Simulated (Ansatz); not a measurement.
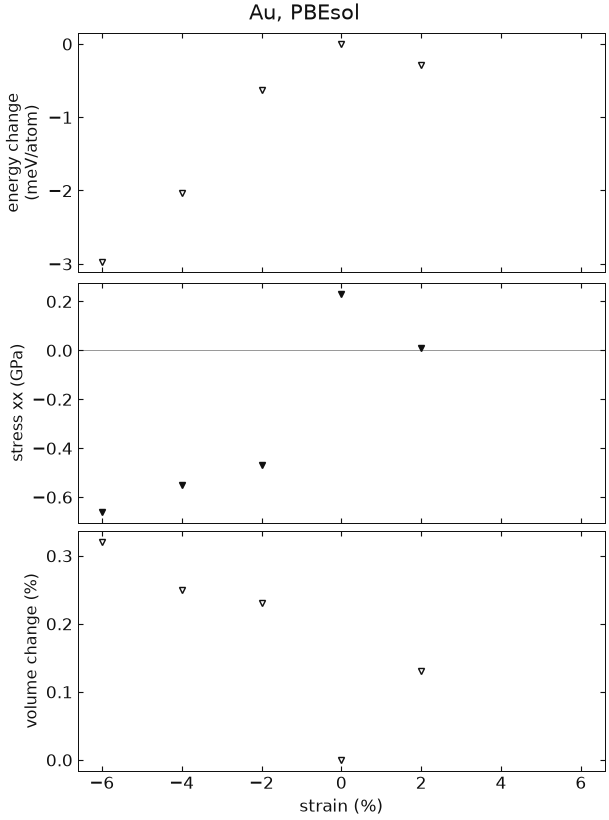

Plotted: energy change, stress xx and volume change against strain for Au, space group Im-3m (No. 229).

Cell as given: a = 3.242 Å, b = 3.242 Å, c = 3.242 Å, α = 90.00°, β = 90.00°, γ = 90.00°; 2 atoms.

Method: energy, stress and cell of a relaxed crystal along a series of strains, atoms and what the cell freedom names relaxed within the symmetry; stress is positive in compression; plane waves with PAW datasets, Γ-centred k mesh; energies extrapolated to zero smearing (Ansatz 0.2.0). Level: PBEsol, no spin polarisation.

- wave cutoff: 420 eV
- k mesh: 16×16×16
- occupations: Gaussian
- smearing width: 0.1 eV
- strain kind: uniaxial along a
- cell freedom: lengths b and c free, angles held

The points at strain 4 % and 6 % are left out of the plot. What values does the calculation give there?

```json
{"strain (%)": "4", "energy change (meV/atom)": "-0.35", "stress xx (GPa)": "0.54", "volume change (%)": "0.03"}
{"strain (%)": "6", "energy change (meV/atom)": "-2.41", "stress xx (GPa)": "1.13", "volume change (%)": "-0.09"}
```

Keep in mind: given cell holds a small stress on this mesh; given cell is unstable to this strain.
